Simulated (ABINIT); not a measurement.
# Run report: C, single-point calculation

C (C2/m, 2 atoms in the cell), computed with Kohn-Sham DFT of a periodic cell, LDA, PseudoDojo NC SR LDA v0.4.1 standard, no spin polarisation (ABINIT 10.8.3).

The structure derives from a Materials Project entry.

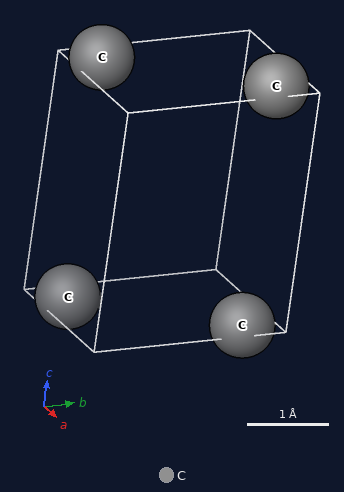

**Figure 1.** The structure as given in the input (ball-and-stick view of the reduced cell, seen slightly off an axis). An atom can appear more than once, as a periodic image.

### Input
```
# Pseudopotentials
pp_dirpath "./"
pseudos "C.upf"

# Structure
acell 2.4564546488 2.4564546488 3.7645254158 Angstrom
rprim
     0.8660124494    -0.5000224370     0.0000000000
     0.8660124494     0.5000224370     0.0000000000
    -0.3663329314     0.0000000000     0.9304838437
ntypat 1
znucl 6
natom 2
typat 1 1
xred
     0.1666444700     0.1666444700     0.9999069600
     0.8333555300     0.8333555300     0.0000930400
chkprim 0
chksymtnons 0
tolsym 1.0e-6

# Plane-wave basis
ecut 31.0

# k points
kptopt 1
ngkpt 10 10 6
nshiftk 1
shiftk 0.0 0.0 0.0

# Exchange and correlation
ixc 7

# Bands and occupations
nband 8
occopt 3
tsmear 0.05 eV

# SCF cycle
nstep 100
tolvrs 1.0e-10

# Output
iomode 3
prtwf 0
prtden 0
prteig 0
prtebands 0
enunit 2
```

Run on 1 thread of Intel Xeon (Granite Rapids), 64 GiB of memory available, shared host.

Run as:
```bash
abinit run.abi > log 2>&1
```

### What the program printed
```
.Version 10.8.3 of ABINIT
 Symmetries : space group C2/m (# 12); Bravais mC (1-face-center monocl.)
================================================================================
 Values of the parameters that define the memory need of the present run
     intxc =       0    ionmov =       0      iscf =       7    lmnmax =       4
     lnmax =       4     mgfft =      36  mpssoang =       2    mqgrid =    3001
     natom =       2  nloc_mem =       1    nspden =       1   nspinor =       1
    nsppol =       1      nsym =       4    n1xccc =    2501    ntypat =       1
    occopt =       3   xclevel =       1
       mpw =        1031          nfft =       20736          nkpt =         172
================================================================================
================================================================================

--------------------------------------------------------------------------------
------------- Echo of variables that govern the present computation ------------
--------------------------------------------------------------------------------
 -outvars: echo values of preprocessed input variables --------
            acell      4.6420265269E+00  4.6420265269E+00  7.1139220299E+00 Bohr
              amu      1.20110000E+01
          chkprim           0
      chksymtnons           0
             ecut      3.10000000E+01 Hartree
           enunit           2
                       outvar_i_n : Printing only first  50 k-points.
              ixc           7
                       outvar_i_n : Printing only first  50 k-points.
         kptrlatt       10    0    0      0   10    0      0    0    6
          kptrlen      4.26835322E+01
            natom           2
            nband           8
            ngfft          24      24      36
             nkpt         172
            nstep         100
             nsym           4
           ntypat           1
                       prtocc : prtvol=0, do not print more k-points.
           occopt           3
           prtden           0
        prtebands           0
           prteig           0
            prtwf           0
            rprim      8.6601244940E-01 -5.0002243700E-01  0.0000000000E+00
                       8.6601244940E-01  5.0002243700E-01  0.0000000000E+00
                      -3.6633293140E-01  0.0000000000E+00  9.3048384370E-01
          spgroup          12
           tolsym      1.00000000E-06
           tolvrs      1.00000000E-10
           tsmear      1.83746611E-03 Hartree
            typat      1  1
                       outvars : Printing only first  50 k-points.
           xangst     -6.6992899202E-01  9.9820943439E-18  3.5025041753E+00
                       3.5454999756E+00  5.2408291641E-17  3.2590331051E-04
            xcart     -1.2659823187E+00  1.8863424473E-17  6.6187736461E+00
                       6.7000239333E+00  9.9037317928E-17  6.1586800040E-04
             xred      1.6664447000E-01  1.6664447000E-01  9.9990696000E-01
                       8.3335553000E-01  8.3335553000E-01  9.3040000000E-05
            znucl        6.00000

================================================================================

 chkinp: Checking input parameters for consistency.

================================================================================
== DATASET  1 ==================================================================

--- !DatasetInfo
iteration_state: {dtset: 1, }
dimensions: {natom: 2, nkpt: 172, mband: 8, nsppol: 1, nspinor: 1, nspden: 1, mpw: 1031, }
cutoff_energies: {ecut:  31.0, pawecutdg:  -1.0, }
electrons: {nelect:   8.00000000E+00, charge:   0.00000000E+00, occopt:   3.00000000E+00, tsmear:   1.83746611E-03, }
meta: {optdriver: 0, ionmov: 0, optcell: 0, iscf: 7, paral_kgb: 0, }
...

 Exchange-correlation functional for the present dataset will be:
  LDA: Perdew-Wang 92 LSD fit to Ceperley-Alder data - ixc=7
  J.P.Perdew and Y.Wang, PRB 45, 13244 (1992)

 Real(R)+Recip(G) space primitive vectors, cartesian coordinates (Bohr,Bohr^-1):
 R(1)=  4.0200528 -2.3211174  0.0000000  G(1)=  0.1243765 -0.2154135  0.0489672
 R(2)=  4.0200528  2.3211174  0.0000000  G(2)=  0.1243765  0.2154135  0.0489672
 R(3)= -2.6060639  0.0000000  6.6193895  G(3)=  0.0000000  0.0000000  0.1510713
 Unit cell volume ucvol=  1.2353124E+02 bohr^3
 Angles (23,13,12)=  1.08496630E+02  1.08496630E+02  6.00029689E+01 degrees

 getcut: wavevector=  0.0000  0.0000  0.0000  ngfft=  24  24  36
         ecut(hartree)=     31.000   => boxcut(ratio)=   2.01990

--- Pseudopotential description ------------------------------------------------
- pspini: atom type   1  psp file is ./C.upf
12 -1012 1 -1 1234                            pspcod,pspxc,lmax,lloc,mmax
     nproj     2     2

   6.96164805E+01                                ecore*ucvol(ha*bohr**3)
--------------------------------------------------------------------------------

================================================================================

--- !BeginCycle
iteration_state: {dtset: 1, }
solver: {iscf: 7, nstep: 100, nline: 4, wfoptalg: 0, }
tolerances: {tolvrs: 1.00E-10, }
...

     iter   Etot(hartree)      deltaE(h)  residm     vres2
 ETOT  1  -12.031193546438    -1.203E+01 1.160E-01 1.648E+02
 ETOT  2  -12.060551891236    -2.936E-02 1.421E-02 4.724E+00
 ETOT  3  -12.060819022720    -2.671E-04 3.373E-03 6.521E-01
 ETOT  4  -12.060863185027    -4.416E-05 3.642E-03 9.352E-04
 ETOT  5  -12.060863256051    -7.102E-08 1.046E-03 1.257E-05
 ETOT  6  -12.060863257141    -1.090E-09 2.979E-03 1.544E-07
 ETOT  7  -12.060863257157    -1.590E-11 4.565E-04 1.906E-09
 ETOT  8  -12.060863257157    -4.228E-13 6.499E-04 3.467E-12

 At SCF step    8       vres2   =  3.47E-12 < tolvrs=  1.00E-10 =>converged.

 Cartesian components of stress tensor (hartree/bohr^3)
  sigma(1 1)=  2.58625724E-04  sigma(3 2)=  0.00000000E+00
  sigma(2 2)=  2.61008667E-04  sigma(3 1)=  1.09226303E-06
  sigma(3 3)=  1.61395287E-04  sigma(2 1)=  0.00000000E+00

--- !ResultsGS
iteration_state: {dtset: 1, }
comment   : Summary of ground state results
lattice_vectors:
- [  4.0200528,  -2.3211174,   0.0000000, ]
- [  4.0200528,   2.3211174,   0.0000000, ]
- [ -2.6060639,   0.0000000,   6.6193895, ]
lattice_lengths: [   4.64203,    4.64203,    7.11392, ]
lattice_angles: [108.497, 108.497,  60.003, ] # degrees, (23, 13, 12)
lattice_volume:   1.2353124E+02
convergence: {deltae: -4.228E-13, res2:  3.467E-12, residm:  6.499E-04, diffor: null, }
etotal    :  -1.20608633E+01
entropy   :   0.00000000E+00
fermie    :   1.65581140E-01
cartesian_stress_tensor: # hartree/bohr^3
- [  2.58625724E-04,   0.00000000E+00,   1.09226303E-06, ]
- [  0.00000000E+00,   2.61008667E-04,   0.00000000E+00, ]
- [  1.09226303E-06,   0.00000000E+00,   1.61395287E-04, ]
pressure_GPa:  -6.6789E+00
xred      :
- [  1.6664E-01,   1.6664E-01,   9.9991E-01,  C]
- [  8.3336E-01,   8.3336E-01,   9.3040E-05,  C]
cartesian_forces: # hartree/bohr
- [ -5.14440423E-05,  -9.48687273E-22,   9.79655103E-05, ]
- [  5.14440423E-05,   9.48687273E-22,  -9.79655103E-05, ]
force_length_stats: {min:   1.10651393E-04, max:   1.10651393E-04, mean:   1.10651393E-04, }
...

 Integrated electronic density in atomic spheres:
 ------------------------------------------------
 Atom  Sphere_radius  Integrated_density
    1        2.00000          4.79892599
    2        2.00000          4.79892599
================================================================================

 ----iterations are completed or convergence reached----

 Mean square residual over all n,k,spin=   19.661E-07; max=  64.986E-05
 reduced coordinates (array xred) for    2 atoms
       0.166644470000      0.166644470000      0.999906960000
       0.833355530000      0.833355530000      0.000093040000
 rms dE/dt=  4.8232E-04; max dE/dt=  7.8254E-04; dE/dt below (all hartree)
    1       0.000206807764      0.000206807764     -0.000782538334
    2      -0.000206807764     -0.000206807764      0.000782538334

 cartesian coordinates (angstrom) at end:
    1     -0.66992899201843     0.00000000000000     3.50250417528941
    2      3.54549997561322     0.00000000000000     0.00032590331051

 cartesian forces (hartree/bohr) at end:
    1     -0.00005144404228    -0.00000000000000     0.00009796551029
    2      0.00005144404228     0.00000000000000    -0.00009796551029
 frms,max,avg= 6.3884611E-05 9.7965510E-05   0.000E+00  0.000E+00  0.000E+00 h/b

 cartesian forces (eV/Angstrom) at end:
    1     -0.00264535901507    -0.00000000000000     0.00503758908403
    2      0.00264535901507     0.00000000000000    -0.00503758908403
 frms,max,avg= 3.2850788E-03 5.0375891E-03   0.000E+00  0.000E+00  0.000E+00 e/A
 length scales=  4.642026526945  4.642026526945  7.113922029881 bohr
              =  2.456454648800  2.456454648800  3.764525415800 angstroms
 Fermi (or HOMO) energy (hartree) =   0.16558   Average Vxc (hartree)=  -0.39038
 Eigenvalues (hartree) for nkpt= 172  k points:
 kpt#   1, nband=  8, wtk=  0.00167, kpt=  0.0000  0.0000  0.0000 (reduced coord)
  -0.55404   -0.08906    0.05292    0.05305    0.29222    0.47409    0.47420    0.58143
      occupation numbers for kpt#   1
   2.00000    2.00000    2.00000    2.00000    0.00000    0.00000    0.00000    0.00000
 prteigrs : prtvol=0 or 1, do not print more k-points.

 Fermi (or HOMO) energy (eV) =   4.50569   Average Vxc (eV)= -10.62286
 Eigenvalues (   eV  ) for nkpt= 172  k points:
 kpt#   1, nband=  8, wtk=  0.00167, kpt=  0.0000  0.0000  0.0000 (reduced coord)
 -15.07612   -2.42354    1.44012    1.44356    7.95184   12.90075   12.90369   15.82143
 prteigrs : prtvol=0 or 1, do not print more k-points.

--- !EnergyTerms
iteration_state     : {dtset: 1, }
comment             : Components of total free energy in Hartree
kinetic             :  8.45704978348860E+00
hartree             :  3.72359185011976E+00
xc                  : -4.27877129542657E+00
Ewald energy        : -7.95235816341277E+00
psp_core            :  5.63553649932264E-01
local_psp           : -1.19267007999839E+01
non_local_psp       : -6.47228280601654E-01
internal            : -1.20608632558843E+01
'-kT*entropy'       : -1.27296265073225E-09
total_energy        : -1.20608632571572E+01
total_energy_eV     : -3.28192808550466E+02
band_energy         : -1.37326409860561E+00
...

 Cartesian components of stress tensor (hartree/bohr^3)
  sigma(1 1)=  2.58625724E-04  sigma(3 2)=  0.00000000E+00
  sigma(2 2)=  2.61008667E-04  sigma(3 1)=  1.09226303E-06
  sigma(3 3)=  1.61395287E-04  sigma(2 1)=  0.00000000E+00

-Cartesian components of stress tensor (GPa)         [Pressure= -6.6789E+00 GPa]
- sigma(1 1)=  7.60903151E+00  sigma(3 2)=  0.00000000E+00
- sigma(2 2)=  7.67914011E+00  sigma(3 1)=  3.21354879E-02
- sigma(3 3)=  4.74841328E+00  sigma(2 1)=  0.00000000E+00

== END DATASET(S) ==============================================================
================================================================================

 -outvars: echo values of variables after computation  --------
            acell      4.6420265269E+00  4.6420265269E+00  7.1139220299E+00 Bohr
           etotal     -1.2060863257E+01
            fcart     -5.1444042278E-05 -9.4868727318E-22  9.7965510292E-05
                       5.1444042278E-05  9.4868727318E-22 -9.7965510292E-05
            rprim      8.6601244940E-01 -5.0002243700E-01  0.0000000000E+00
                       8.6601244940E-01  5.0002243700E-01  0.0000000000E+00
                      -3.6633293140E-01  0.0000000000E+00  9.3048384370E-01
           strten      2.5862572439E-04  2.6100866712E-04  1.6139528679E-04
                       0.0000000000E+00  1.0922630318E-06  0.0000000000E+00
           xangst     -6.6992899202E-01  9.9820943439E-18  3.5025041753E+00
                       3.5454999756E+00  5.2408291641E-17  3.2590331051E-04
             xred      1.6664447000E-01  1.6664447000E-01  9.9990696000E-01
                       8.3335553000E-01  8.3335553000E-01  9.3040000000E-05
 Calculation completed.
```

### Results in brief

```tsv
quantity	value
outcome	converged
space group (tolerance 0.01 Å)	C2/m (12)
electrons treated	8
free energy	−328.1928 eV
Fermi energy	4.506 eV
gap on the k-point mesh	1.35 eV
pressure	−6.68 GPa
largest force (length of the vector)	0.006 eV/Å
wall time	15 s
peak memory	0.08 GiB
```

### Remarks

Points of doubt noted for this run: cutoff too low for stress. The cell is under a tension of 6.7 GPa at this level, so it is not at its equilibrium volume.
